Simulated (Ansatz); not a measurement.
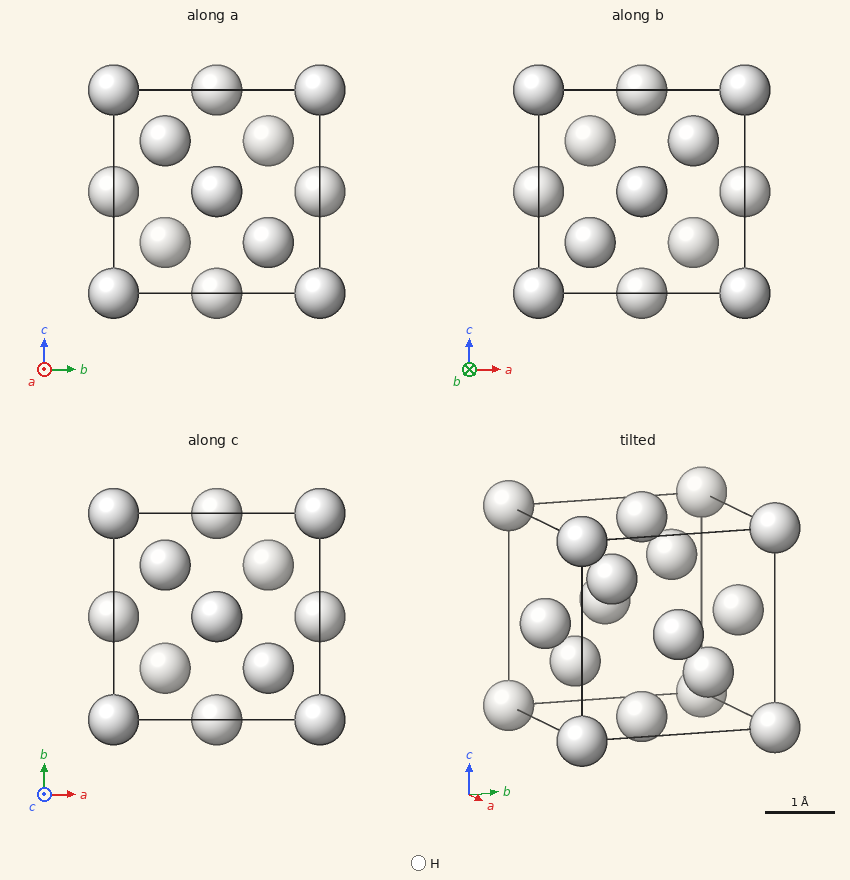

Crystal structure, spheres-only style, seen along the a axis, along the b axis, along the c axis and slightly off an axis. One drawn cell (a repeat of the simulation cell) is outlined, and atoms on its boundary appear in each equivalent place.

Lattice parameters: a = 3.0271 Å, b = 3.0271 Å, c = 2.9818 Å, α = 90.000°, β = 90.000°, γ = 90.000°.

Question: Express the structure as a CIF in P1 with every atom of the cell.

Answer:
```cif
data_structure
_symmetry_space_group_name_H-M 'P 1'
_symmetry_Int_Tables_number 1
_cell_length_a 3.0271
_cell_length_b 3.0271
_cell_length_c 2.9818
_cell_angle_alpha 90.000
_cell_angle_beta 90.000
_cell_angle_gamma 90.000
_cell_volume 27.32
loop_
_atom_site_label
_atom_site_type_symbol
_atom_site_fract_x
_atom_site_fract_y
_atom_site_fract_z
_atom_site_occupancy
H1 H 0.0000 0.0000 0.0000 1
H2 H 0.2500 0.2500 0.2500 1
H3 H 0.5000 0.5000 0.0000 1
H4 H 0.7500 0.7500 0.2500 1
H5 H 0.5000 0.0000 0.5000 1
H6 H 0.7500 0.2500 0.7500 1
H7 H 0.0000 0.5000 0.5000 1
H8 H 0.2500 0.7500 0.7500 1
```

Origin of the cell: a structure type filled with this element by a generator (whether the element takes this form wasn't checked). The cell was then strained or its atoms displaced on purpose. It went into a calculation with Ansatz.
